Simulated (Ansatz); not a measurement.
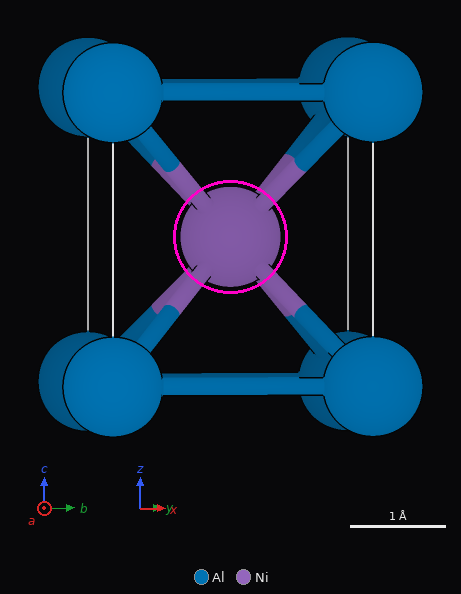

A scan of solid AlNi (Cmmm): Ni2 (one in each cell of 2 atoms) is moved over the plane of the Cartesian directions [1 1 0] and z, all else fixed. The picture shows the reference cell. The ringed atoms are those of the scanned coordinate. Style: ball-and-stick. Shown: the cell of the calculation, nearly along the normal of the scanned plane.

Level of theory: DFT PBEsol, scalar-relativistic, plane waves, PAW (Ansatz 0.2.0). Settings: plane-wave cutoff 420 eV; k-point mesh 18 × 18 × 16; occupations gaussian; smearing width 0.15 eV; no spin polarisation. Energies (free energies at the smearing named) are counted from the cell as listed in its source, which wasn't relaxed.

```
CELL_PARAMETERS angstrom
1.93869 -1.95319 0.00000
1.93869 1.95319 0.00000
0.00000 0.00000 3.09943
ATOMIC_POSITIONS crystal
Al 0.00000 0.00000 0.00000
Ni 0.50000 0.50000 0.50000
```

### What energies does the calculation give on a grid with rows −0.450, −0.225, 0.000, 0.225, 0.450 and columns −0.450, −0.225, 0.000, 0.225, 0.450 (displacement along [1 1 0] (Å); displacement along z (Å))?

Rows: displacement along [1 1 0] (Å); columns: displacement along z (Å); values in meV/cell.

|  | −0.450 | −0.225 | 0.000 | 0.225 | 0.450 |
| --- | --- | --- | --- | --- | --- |
| −0.450 | 1684 | 848 | 573 | 848 | 1684 |
| −0.225 | 924 | 338 | 145 | 338 | 924 |
| 0.000 | 663 | 164 | 0 | 164 | 663 |
| 0.225 | 924 | 338 | 145 | 338 | 924 |
| 0.450 | 1684 | 848 | 573 | 848 | 1684 |

In pairs of (displacement along [1 1 0] (Å); displacement along z (Å)): the lowest computed point lies at (0.000, 0.000) (0 meV/cell), the highest at (−0.450, −0.450), (0.450, 0.450), (0.450, −0.450), (−0.450, 0.450) (1684 meV/cell).  Over the ranges scanned the energy rises by about as much along both axes.

As a map, interpolated between the computed points (dots):

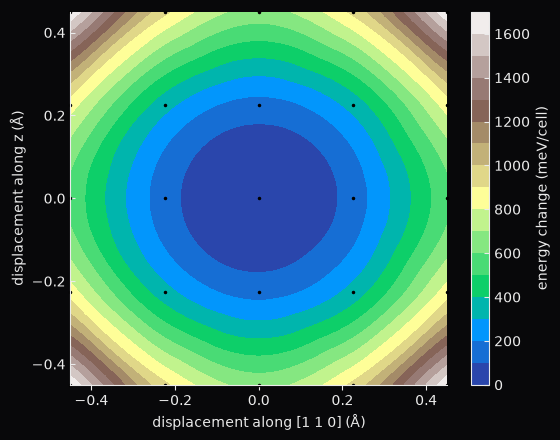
